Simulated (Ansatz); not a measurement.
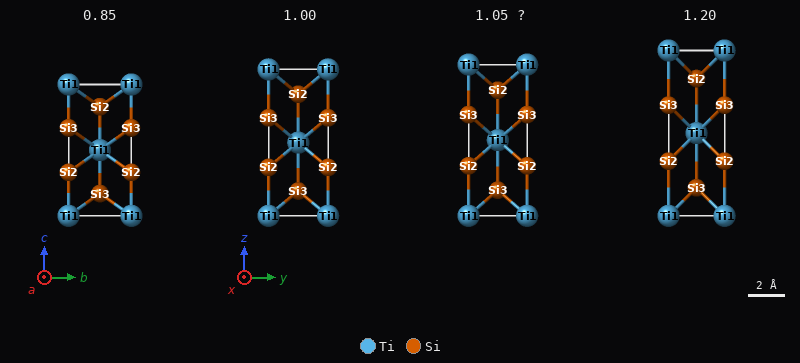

Crystalline TiSi$_{2}$ (Immm): the ratio of the cell's length along z to its lengths across, counted as 1 for the reference, is changed at fixed volume (a c/a path), with the atoms kept at their fractional coordinates. x, y and z are the Cartesian axes of the input. The picture is a ball-and-stick view of the conventional cell (2 times the calculation's cell), repeated 1 × 1 × 1 with one cell outlined, seen along the a axis. Lengths and directions refer to the drawn axes.

Method: DFT PBEsol, scalar-relativistic, plane waves, PAW in Ansatz. Set-up: plane-wave cutoff 420 eV; k-point mesh 24 × 24 × 24; occupations gaussian; smearing width 0.15 eV; no spin polarisation. Energies (free energies at the smearing named) are counted from the relaxed crystal.

```csv
axial ratio over its reference value,E − E(ref) (meV/atom)
0.85,166.3
0.92,42.5
0.96,9.9
1.00,0.0
1.05,?
1.10,46.9
1.20,151.4
```

### Fill in the missing row.

A straight line between the two neighbours gives 23.4 meV/atom. A cubic through the four nearest rows (0.96, 1.00, 1.10, 1.20) gives, with Lagrange weights, (−0.2790)(9.9) + (0.8437)(0.0) + (0.4821)(46.9) + (−0.0469)(151.4) = 12.7 meV/atom. The calculation gives 13.0 meV/atom, so the cubic is 0.3 meV/atom too low and the straight line 10.4 meV/atom too high, as the curve bends upwards here.

The whole profile:

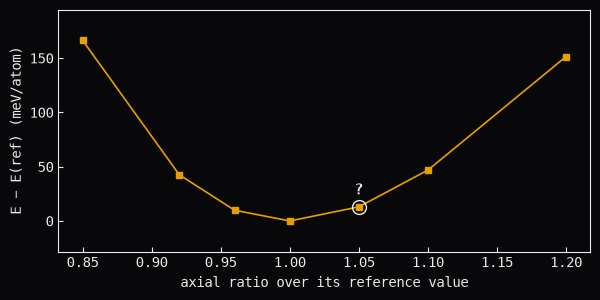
